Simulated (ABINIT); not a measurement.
## Electronic structure of Si2W in real space

The calculation's input:

```
# Pseudopotentials
pp_dirpath "./"
pseudos "W.upf, Si.upf"

# Structure
acell 8.5542390769 8.5542390769 8.5542390769
rprim
    -0.3549820016     0.3549820016     0.8648558013
     0.3549820016    -0.3549820016     0.8648558013
     0.3549820016     0.3549820016    -0.8648558013
ntypat 2
znucl 74 14
natom 3
typat 1 2 2
xred
     0.0121670000    -0.0019450000     0.0117850000
     0.6816470000     0.6532560000     0.0082920000
     0.3346560000     0.3145310000    -0.0264480000
chkprim 0
chksymtnons 0
tolsym 1.0e-6

# Plane-wave basis
ecut 37.0

# k points
kptopt 1
ngkpt 12 12 12
nshiftk 1
shiftk 0.0 0.0 0.0

# Exchange and correlation
ixc -116133

# Bands and occupations
nband 15
occopt 3
tsmear 0.05 eV

# SCF cycle
nstep 100
tolvrs 1.0e-10

# Output
iomode 3
prtwf 0
prteig 0
prtebands 0
prtden 1
prtvha 1
prtvclmb 1
prtpot 1
prtelf 1
```

Run with:

```sh
abinit run.abi > log 2>&1
```

Below, planes, directions and counts refer to the conventional cell (a = 3.21 Å, b = 3.21 Å, c = 4.53 Å, α = 110.79°, β = 110.79°, γ = 90.00°).

Space group P1; not relaxed (largest force 0.9 eV/Å).

These are results of Kohn-Sham DFT of a periodic cell, PBEsol, PseudoDojo NC SR PBEsol v0.4.1 standard in ABINIT 10.8.3, not measurements.

Core electrons are replaced by pseudopotentials, and the valence fields are smoothed inside the atomic spheres.

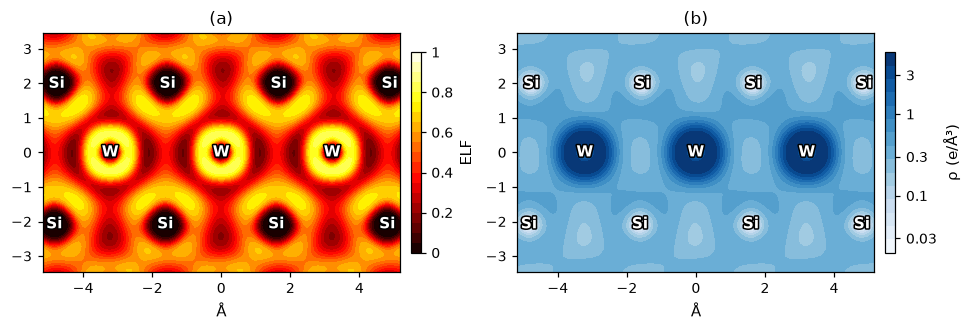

Figure 1. (a) electron localisation function; (b) valence charge density (pseudo) on the (011) plane of the conventional cell.

Describe what can be read from this map.

Answer. The plane passes through W and Si nuclei.
Si–W (2.52 Å): the density is about 0.49 e/Å³ at the midpoint; the ELF peaks at about 0.75 in the valence shell of Si, 0.9 Å from its nucleus, and is about 0.50 at the midpoint.
Si–W (2.59 Å): the density is about 0.44 e/Å³ at the midpoint; the ELF peaks at about 0.75 in the valence shell of Si, 0.9 Å from its nucleus, and is about 0.45 at the midpoint.
Si–W (2.62 Å): the density is about 0.42 e/Å³ at the midpoint; the ELF peaks at about 0.70 in the valence shell of Si, 0.9 Å from its nucleus, and is about 0.45 at the midpoint.
Between the atoms the lowest density in this plane is 0.17 e/Å³.
The features right at W lie inside the core regions, where the map follows smoothed inner orbitals and isn't to be read closely.

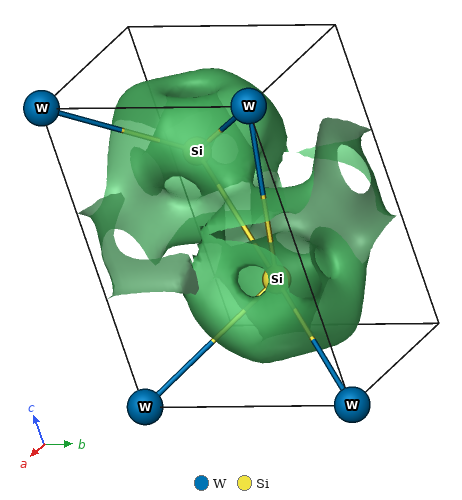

Figure 2. Isosurface of the ELF at 0.55 (green), seen at an oblique angle. Core shells and regions of very low density are left out. Sticks mark near contacts.

Where are the electrons localised?

Answer. At this value the surface marks out sheets that run through the cell in two directions, counted in one cell of 3 atoms. Any copies at cell faces, edges or corners count once.


 Si–Si (2.55 Å): the ELF is about 0.45 at the midpoint.
